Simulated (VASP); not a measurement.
# KCl (Sylvite): the relaxed cell at several levels

How close do the usual functionals, with and without dispersion, come to the cell of KCl (Sylvite)? The levels: PBE, LDA, r2SCAN and PBE + D3(BJ). LASPH is on for some levels and off for others; the table marks which. The start is a cell from a database of measured crystal structures.

Main program and level: VASP 6.6.1; PBE; plane waves and PAW (K_sv, Cl), in the first sound run; inputs show where later runs differ.

## 1. Set-up

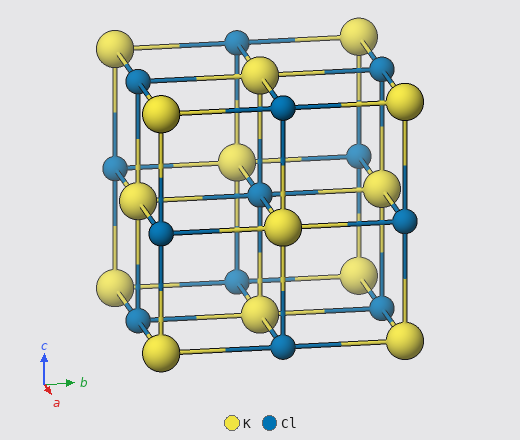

The starting structure, seen slightly off an axis (potassium yellow, chlorine blue). This picture shows the conventional cell, with its axes. Some periodic images of atoms are drawn too.

## 2. Relaxation with PBE

The start need not lie at this functional's minimum. ISIF = 3 frees volume, shape and positions, and EDIFFG sets the threshold on forces and stress at which the search stops. PBE, the usual starting point, adds the gradient of the density.

INCAR

```
SYSTEM = KCl
PREC = Accurate
ENCUT = 520
EDIFF = 1E-06
NELM = 100
ISMEAR = -1
SIGMA = 0.05
LREAL = .FALSE.
ALGO = Normal
GGA = PE
NBANDS = 14
LORBIT = 11
LWAVE = .FALSE.
LCHARG = .FALSE.
KPAR = 2
IBRION = 2
NSW = 60
ISIF = 3
EDIFFG = -0.01
```

POSCAR

```
KCl
1.0
    0.0000000000      3.1439500000      3.1439500000
    3.1439500000      0.0000000000      3.1439500000
    3.1439500000      3.1439500000      0.0000000000
K Cl
1 1
Direct
    0.0000000000      0.0000000000      0.0000000000
    0.5000000000      0.5000000000      0.5000000000
```

KPOINTS

```
Automatic mesh
0
Gamma
5 5 5
0 0 0
```

Potentials, in the order of the species: K_sv and Cl (PBE family, release 64).

Command:

```
mpirun -np 2 vasp_std
```

Log:

```text
[banner, memory and clock lines left out]
running    2 mpi-ranks, on    1 nodes
 distrk:  each k-point on    1 cores,    2 groups
 distr:  one band on    1 cores,    1 groups

 POSCAR found type information on POSCAR K Cl
 POSCAR found :  2 types and       2 ions
 LDA part: xc-table for (Slater+PW92), standard interpolation
 POSCAR, INCAR and KPOINTS ok, starting setup
 FFT: planning ... GRIDC
 FFT: planning ... GRID_SOFT
 FFT: planning ... GRID
 WAVECAR not read
 entering main loop
       N       E                     dE             d eps       ncg     rms          rms(c)
DAV:   1     0.110123209200E+03    0.11012E+03   -0.70839E+03   280   0.101E+03
DAV:   2     0.144533054602E+00   -0.10998E+03   -0.99771E+02   378   0.260E+02
DAV:   3    -0.686689726703E+01   -0.70114E+01   -0.69590E+01   358   0.581E+01
DAV:   4    -0.709261940139E+01   -0.22572E+00   -0.22561E+00   450   0.100E+01
DAV:   5    -0.709381036327E+01   -0.11910E-02   -0.11909E-02   346   0.787E-01    0.334E+00
DAV:   6    -0.680439985682E+01    0.28941E+00   -0.45993E-01   334   0.349E+00    0.274E+00
DAV:   7    -0.678920078780E+01    0.15199E-01   -0.11215E-01   370   0.193E+00    0.157E+00
DAV:   8    -0.680161871121E+01   -0.12418E-01   -0.19934E-02   350   0.104E+00    0.168E-01
DAV:   9    -0.680246298716E+01   -0.84428E-03   -0.95139E-04   364   0.203E-01    0.103E-01
DAV:  10    -0.680307080407E+01   -0.60782E-03   -0.64140E-04   304   0.167E-01    0.224E-02
DAV:  11    -0.680307706282E+01   -0.62588E-05   -0.22186E-05   396   0.273E-02    0.100E-02
DAV:  12    -0.680308031656E+01   -0.32537E-05   -0.46084E-06   310   0.144E-02    0.632E-03
DAV:  13    -0.680308034664E+01   -0.30071E-07   -0.39615E-07   254   0.478E-03
   1 F= -.68030803E+01 E0= -.68030803E+01  d E =-.680308E+01
 curvature:   0.00 expect dE= 0.000E+00 dE for cont linesearch  0.000E+00
 trial: gam= 0.00000 g(F)=  0.148E-59 g(S)=  0.742E-02 ort = 0.000E+00 (trialstep = 0.100E+01)
 search vector abs. value=  0.742E-02
 bond charge predicted
       N       E                     dE             d eps       ncg     rms          rms(c)
DAV:   1    -0.686406089135E+01   -0.60981E-01   -0.11928E+00   334   0.965E+00    0.162E+00
DAV:   2    -0.681835886746E+01    0.45702E-01   -0.10942E-01   368   0.265E+00    0.585E-01
DAV:   3    -0.680832154847E+01    0.10037E-01   -0.28075E-02   506   0.124E+00    0.457E-01
DAV:   4    -0.680840722269E+01   -0.85674E-04   -0.99560E-04   538   0.180E-01    0.227E-01
DAV:   5    -0.680853107611E+01   -0.12385E-03   -0.11497E-03   502   0.163E-01    0.452E-02
DAV:   6    -0.680850881071E+01    0.22265E-04   -0.45863E-05   512   0.548E-02    0.174E-02
DAV:   7    -0.680850945686E+01   -0.64615E-06   -0.43576E-06   330   0.993E-03
   2 F= -.68085095E+01 E0= -.68085095E+01  d E =-.542911E-02
[...]
3 F= -.68099333E+01 E0= -.68099333E+01  d E =-.685296E-02
 curvature:  -0.85 expect dE=-0.121E-03 dE for cont linesearch -0.121E-03
 ZBRENT: extrapolating
 opt :   1.9050  next Energy=    -6.810081 (dE=-0.700E-02)
 bond charge predicted
       N       E                     dE             d eps       ncg     rms          rms(c)
DAV:   1    -0.681462584713E+01   -0.46928E-02   -0.98149E-02   334   0.276E+00    0.452E-01
DAV:   2    -0.681090507546E+01    0.37208E-02   -0.89832E-03   362   0.756E-01    0.162E-01
DAV:   3    -0.681011725176E+01    0.78782E-03   -0.23225E-03   500   0.356E-01    0.123E-01
DAV:   4    -0.681012050731E+01   -0.32555E-05   -0.76439E-05   538   0.498E-02    0.625E-02
DAV:   5    -0.681012366244E+01   -0.31551E-05   -0.87621E-05   508   0.444E-02    0.108E-02
DAV:   6    -0.681012240418E+01    0.12583E-05   -0.28795E-06   418   0.148E-02    0.508E-03
DAV:   7    -0.681012249360E+01   -0.89421E-07   -0.48287E-07   208   0.307E-03
   4 F= -.68101225E+01 E0= -.68101225E+01  d E =-.704215E-02
 curvature:  -1.04 expect dE=-0.684E-06 dE for cont linesearch -0.684E-06
 trial: gam=-0.00932 g(F)=  0.173E-60 g(S)=  0.657E-06 ort = 0.698E-04 (trialstep = 0.118E+01)
 search vector abs. value=  0.158E-09
 reached required accuracy - stopping structural energy minimisation
```

Run time: 19 s. Hardware: 2 MPI ranks of AMD EPYC 7R43, shared host; peak memory 0.35 GiB.

Lines that name or quote the potential files are left out of all logs, and their timing lines are given in words.

OUTCAR, selected parts (step 2):

```text
ion  position               nearest neighbor table
   1  0.000  0.000  0.000-   2 3.14   2 3.14   2 3.14   2 3.14   2 3.14   2 3.14
   2  0.500  0.500  0.500-   1 3.14   1 3.14   1 3.14   1 3.14   1 3.14   1 3.14

  LATTYP: Found a face centered cubic cell.
 ALAT       =     6.2879000000

 Subroutine GETGRP returns: Found 48 space group operations
 (whereof 48 operations were pure point group operations)

The static configuration has the point symmetry O_h .

 Found     10 irreducible k-points:

   k-points           NKPTS =     10   k-points in BZ     NKDIM =     10   number of bands    NBANDS=     14

   dimension x,y,z NGX =    36 NGY =   36 NGZ =   36
   dimension x,y,z NGXF=    72 NGYF=   72 NGZF=   72

   ENCUT  =  520.0 eV  38.22 Ry    6.18 a.u.   8.27  8.27  8.27*2*pi/ulx,y,z

   NELECT =      16.0000    total number of electrons

 k-points in reciprocal lattice and weights: Automatic mesh
   0.00000000  0.00000000  0.00000000       0.008
   0.20000000  0.00000000  0.00000000       0.064
   0.40000000  0.00000000  0.00000000       0.064
   0.20000000  0.20000000  0.00000000       0.048
   0.40000000  0.20000000  0.00000000       0.192
  -0.40000000  0.20000000  0.00000000       0.192
  -0.20000000  0.20000000  0.00000000       0.096
   0.40000000  0.40000000  0.00000000       0.048
  -0.40000000  0.40000000  0.00000000       0.096
  -0.40000000  0.40000000  0.20000000       0.192

 average (electrostatic) potential at core
       1 -36.5746       2 -94.5106

 E-fermi :  -0.8680

 k-point     1 :       0.0000    0.0000    0.0000
  band No.  band energies     occupation
    ...
      4     -12.7621      2.00000
      5     -12.7621      2.00000
      6      -2.0015      2.00000
      7      -2.0015      2.00000
      8      -2.0015      2.00000
      9       3.0451      0.00000
     10       6.3524      0.00000
     11       6.3524      0.00000
     12       6.3524      0.00000
     13       7.2066      0.00000
    ...

 k-point     2 :       0.2000    0.0000    0.0000
  band No.  band energies     occupation
    ...
      4     -12.7650      2.00000
      5     -12.6809      2.00000
      6      -2.3951      2.00000
      7      -2.1072      2.00000
      8      -2.1072      2.00000
      9       3.8888      0.00000
     10       6.1372      0.00000
     11       6.8223      0.00000
     12       6.8223      0.00000
     13       7.6983      0.00000
    ...

 k-point     3 :       0.4000    0.0000    0.0000
  band No.  band energies     occupation
    ...
      4     -12.7698      2.00000
      5     -12.5617      2.00000
      6      -2.9079      2.00000
      7      -2.2682      2.00000
      8      -2.2682      2.00000
      9       5.2508      0.00000
     10       6.3020      0.00000
     11       8.0065      0.00000
     12       8.0065      0.00000
     13       8.8277      0.00000
    ...

  Total        0.0030126      0.0030126      0.0030126      0.0000000      0.0000000      0.0000000
  in kB        0.0743294      0.0743294      0.0743294      0.0000000      0.0000000      0.0000000
  external PRESSURE =       0.0743294 kB  Pullay stress =       0.0000000 kB

  energy-cutoff  :      520.00
  volume of cell :       64.94
      direct lattice vectors                 reciprocal lattice vectors
     0.000000000  3.190214683  3.190214683    -0.156729264  0.156729264  0.156729264
     3.190214683  0.000000000  3.190214683     0.156729264 -0.156729264  0.156729264
     3.190214683  3.190214683  0.000000000     0.156729264  0.156729264 -0.156729264

 POSITION                                       TOTAL-FORCE (eV/Angst)
 -----------------------------------------------------------------------------------
      3.19021      3.19021      0.00000        -0.000000     -0.000000      0.000000
      3.19021      3.19021      3.19021         0.000000      0.000000     -0.000000
 -----------------------------------------------------------------------------------
    total drift:                                0.000000      0.000000      0.000000

  FREE ENERGIE OF THE ION-ELECTRON SYSTEM (eV)
  ---------------------------------------------------
  free  energy   TOTEN  =        -6.8101224936 eV

  energy  without entropy=       -6.8101224936  energy(sigma->0) =       -6.81012249

 reached required accuracy - stopping structural energy minimisation

 total charge
# of ion       s       p       d       tot
------------------------------------------
    1        1.956   5.581   0.022   7.559
    2        1.588   3.565   0.000   5.153
--------------------------------------------------
tot          3.544   9.146   0.022  12.713

[... 3 further parts left out ...]
```

The gap is read on the k-mesh alone, so it is an upper bound where the band edges lie off the mesh. The run keeps the 48 symmetry operations of its start, so it cannot find a distortion of lower symmetry.

Relaxation path:

| step | energy less that of the first step (eV) | largest force (eV/Å) | pressure (GPa) | volume (Å³) |
| --- | --- | --- | --- | --- |
| 1 | 0.0000 | 0.0000 | 0.83 | 62.15 |
| 2 | -0.0054 | 0.0000 | 0.35 | 63.60 |
| 3 | -0.0069 | 0.0000 | 0.11 | 64.51 |
| 4 | -0.0070 | 0.0000 | 0.01 | 64.94 |

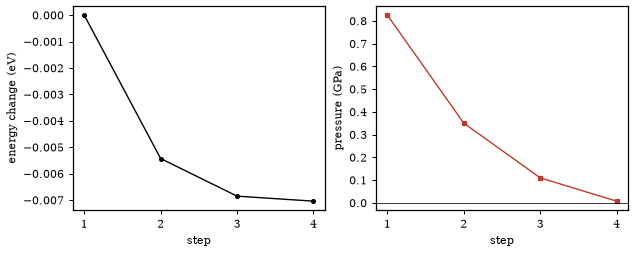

Energy and pressure along the relaxation.

| conventional cell, symmetrised | before | after | change |
| --- | --- | --- | --- |
| a (Å) | 6.288 | 6.380 | +1.5 % |
| b (Å) | 6.288 | 6.380 | +1.5 % |
| c (Å) | 6.288 | 6.380 | +1.5 % |
| volume (Å³/atom) | 31.08 | 32.47 | +4.5 % |

The relaxed structure:

```cif
data_structure
_symmetry_space_group_name_H-M 'P 1'
_symmetry_Int_Tables_number 1
_cell_length_a 4.5116
_cell_length_b 4.5116
_cell_length_c 4.5116
_cell_angle_alpha 60.000
_cell_angle_beta 60.000
_cell_angle_gamma 60.000
_cell_volume 64.94
loop_
_atom_site_label
_atom_site_type_symbol
_atom_site_fract_x
_atom_site_fract_y
_atom_site_fract_z
_atom_site_occupancy
K1 K 0.00000 0.00000 0.00000 1
Cl2 Cl 0.50000 0.50000 0.50000 1
```

Numbers from this step:

```yaml
electrons: 16
bands: 14
irreducible_k_points: 10
symmetry_operations: 48
free_energy_toten: -6.810 eV
fermi_energy: -0.868 eV
pressure: 0.007433 GPa
metallic: no
valence_top_at_k: 0, 0, 0
conduction_bottom_at_k: 0, 0, 0
least_direct_gap_at_k: 0, 0, 0
scf_cycles_over_all_ionic_steps: 34
gap_on_the_k_mesh: 5.047 eV
least_direct_gap_on_the_k_mesh: 5.047 eV
```

It ends with forces that vanish by symmetry and a pressure of 0.01 GPa. The volume lies +4.5 % from that of the database's start. The conventional cell has a = 6.380 Å.

(Continued in part 2 of 2.)

[Lines on the potential files, build, host, timing and source positions are cut from VASP's logs without a mark.]

[Logs are printed without paths, hosts, clocks, repeated set-up lines and the standing remarks that a program may print on its own settings, such as how far it seeks lower states.]

[Hosts, paths, dates, database ids (printed as entryN), source tags and the programs' standing remarks are cut or masked in the printed files.]

[A measured line is paired with the nearest computed mode of its activity, which favours agreement.]
